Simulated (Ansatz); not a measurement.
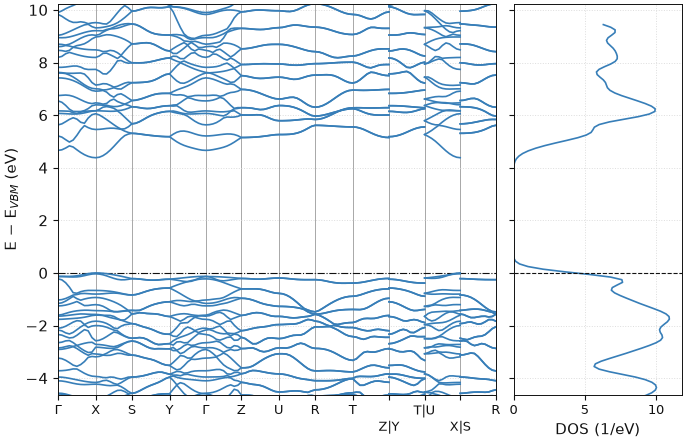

Band structure and density of states. Energies are counted from the top of the valence band. The DOS curve is built from the levels of the k mesh with Gaussians 0.55 eV wide, which also blur the band edges; ripples of that width can come from the mesh.

Which Bravais lattice do the labels of the path belong to?

A primitive orthorhombic lattice: the path Γ–X–S–Y–Γ–Z–U–R–T–Z|Y–T|U–X|S–R runs through the special points of its Brillouin zone.

The material is HfO2, space group P2_12_12 (No. 18), 12 atoms in the cell; a = 5.08 Å, b = 5.16 Å, c = 4.89 Å, α = 90.00°, β = 90.00°, γ = 90.00°.

Computed with Ansatz: r2SCAN, Ansatz PAW, no spin polarisation, no spin-orbit coupling, 5×5×6 k mesh, 500 eV cutoff, Fermi-Dirac smearing of 0.05 eV.

What does the band structure say about the gap?

The bands leave a gap. The gap along this path is 4.38 eV and direct: both edges lie at X.

How much do the top valence band and the lowest conduction band disperse along the path?

The top valence band spans 0.4 eV and the lowest conduction band 1.2 eV.

How many bands meet at the valence-band top?

The top valence level at X is a single band, not degenerate (spin aside). The next level lies only 0.03 eV lower.

What are the direct gaps at S, X and R?

The direct gaps are 5.53 eV at S, 4.38 eV at X and 5.87 eV at R.

Spin-orbit coupling is left out, which matters for Hf. The PAW data sets were made with another functional. LDA, GGA and most meta-GGA functionals understate gaps. The cell is at 4 GPa in this functional. The usual form of HfO2 is monoclinic. In reduced coordinates of the cell that was run, X is (0, 0, 0.5), S is (0.5, 0, 0.5), Y is (0.5, 0, 0), Z is (0, 0.5, 0), U is (0, 0.5, 0.5), R is (0.5, 0.5, 0.5) and T is (0.5, 0.5, 0).
